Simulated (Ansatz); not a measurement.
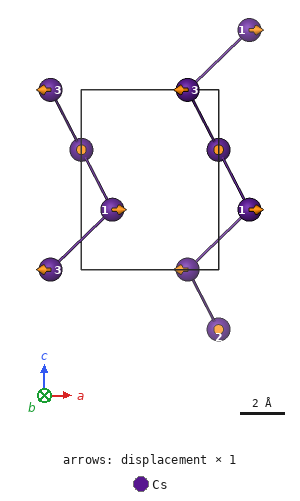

This is a relaxation of a crystal of Cs (built on the trigonal selenium_152 type) (coarse preliminary run). The starting structure is drawn; orange arrows show the displacements (the part carried along by the change of the cell is left out), at their true length.

A ball-and-stick model of the cell of the calculation, seen along the b axis.

Case: trigonal selenium type (P3_121, No. 152).

All numbers below come from DFT r2SCAN, scalar-relativistic, plane waves, PAW (Ansatz 0.2.0).

Input
```yaml
crystal:
  lattice:
    - [7.2647804298, 0.0, 0.0]
    - [-3.632390215, 6.2914844052, 0.0]
    - [0.0, 0.0, 8.2421365851]
  atoms:
    - { symbol: Cs, position: [0.2254, 0.0, 0.3333333333] }
    - { symbol: Cs, position: [0.0, 0.2254, 0.6666666667] }
    - { symbol: Cs, position: [0.7746, 0.7746, 0.0] }
basis:
  ecutwfc: 500
kpoints:
  mp_grid: { grid: [3, 3, 2] }
hamiltonian:
  xc: r2scan
scf:
  occupations: { method: gaussian, width: 0.1 }
  lower_state_search: "off"
output:
  forces: true
  stress: true
  eigenvalues: true
relax:
  adjacent_minimum: "off"
  f_tol: 0.04
  max_steps: 70
  cell: { stress_tol: 0.4 }
```

Q: Describe the change and its energy.

A: The largest moves relative to the cell, 0.78 Å, are those of Cs1, Cs2 and Cs3. Cs3 goes along [−1 −1 0]. The volume changes by −0.9 %, with a = b 7.265 → 7.247 Å (−0.2 %), c 8.242 → 8.207 Å (−0.4 %). Near-neighbour distances that change, for instance: Cs1–Cs2 3.949 → 5.000 Å, Cs1–Cs2 (another image) 5.717 → 4.999 Å. Among the angles between lasting bonds that change: Cs2–Cs1–Cs3 103.1° → 87.1°. The space group (tolerance 0.01 Å) goes from P3_121 (No. 152) to R-3m (No. 166). Over 5 accepted moves (6 points after the start) the energy falls by 191 meV per atom. The largest force component goes from 0.57 to 0.00032 eV/Å. Pressure: 0.21 GPa at the start and 0.01 GPa at the end. The SCF was repeated once at an unchanged geometry on a basis and grid sized afresh for the cell, which shifted the energy by less than 0.05 meV per atom at most. The run took about 80 core-seconds on a shared host.

Limits of the set-up: the k-point mesh is coarse for a cell with partly filled bands.
